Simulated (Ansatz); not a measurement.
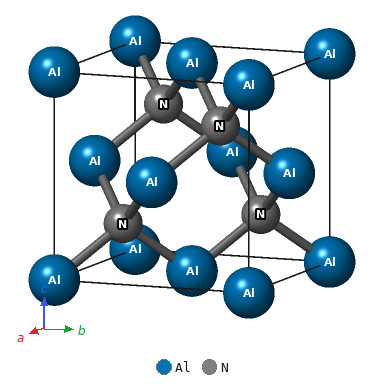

System: AlN, space group F-43m (No. 216). The picture shows the conventional cell.

The given structure:
```yaml
crystal:
  lattice:
    - [0.00000, 2.18399, 2.18399]
    - [2.18399, 0.00000, 2.18399]
    - [2.18399, 2.18399, 0.00000]
  atoms:
    - { symbol: Al, position: [0.00000, 0.00000, 0.00000] }
    - { symbol: N, position: [0.25000, 0.25000, 0.25000] }
```

How it was computed, with Ansatz 0.2.0: plane-wave DFT, no spin polarisation; energies at scaled volumes of the given cell, shape and fractions fixed, counted from the fit's minimum, third-order Birch-Murnaghan fit. Level: PBE.

- k mesh: 10×10×10
- occupations: Fermi–Dirac
- smearing width: 0.05 eV
- potentials: PseudoDojo standard
- wave cutoff: 1143 eV
- density cutoff: 4572 eV

What does the calculation give for the energy and pressure against volume? The volume takes the values 9.79, 10.00, 10.21, 10.42, 10.63, 10.83, 11.04 Å³/atom.

A third-order Birch–Murnaghan fit gives V0 = 10.65 Å³/atom, B0 = 193 GPa and B′ = 3.9. The energy is 48.00 meV/atom at volume 9.79 Å³/atom and 8.10 meV/atom at 11.04 Å³/atom; the lowest computed point is at volume 10.63 Å³/atom (0.04 meV/atom). The pressure falls from 19.16 GPa at volume 9.79 Å³/atom to −6.46 GPa at 11.04 Å³/atom, and changes sign near 10.65 Å³/atom.

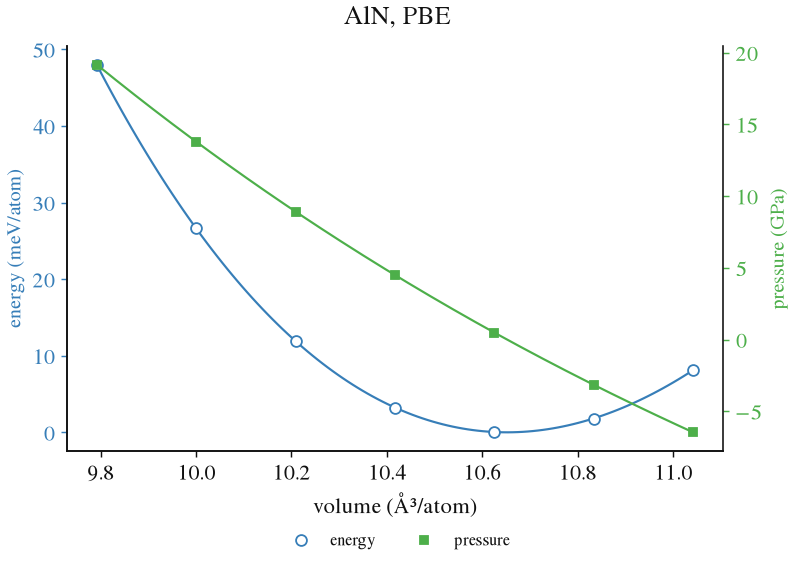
